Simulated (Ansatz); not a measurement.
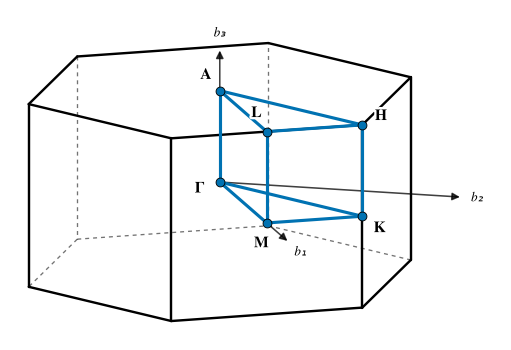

The figure shows the first Brillouin zone with its special points and a band path. Crystal: Ru, the geometry relaxed with DFT PBE, scalar-relativistic, plane waves, PAW in Ansatz. The drawing is computed from the coordinates (standard cell, symmetry found to 0.002 Å).

Labels and path follow the convention of Hinuma et al. (2017), as computed by seekpath; the arrows show the directions of the reciprocal primitive vectors b₁, b₂, b₃.

> What lattice type do the shape and the labels point to?

A primitive hexagonal lattice (hP; extended symbol hP2). The zone is a hexagonal prism in its combinatorial type: 8 faces (6 with 4 edges, 2 with 6 edges), 18 edges, 12 vertices.

> Write the standard path through the labelled points.

Γ–M–K–Γ–A–L–H–A | L–M | H–K
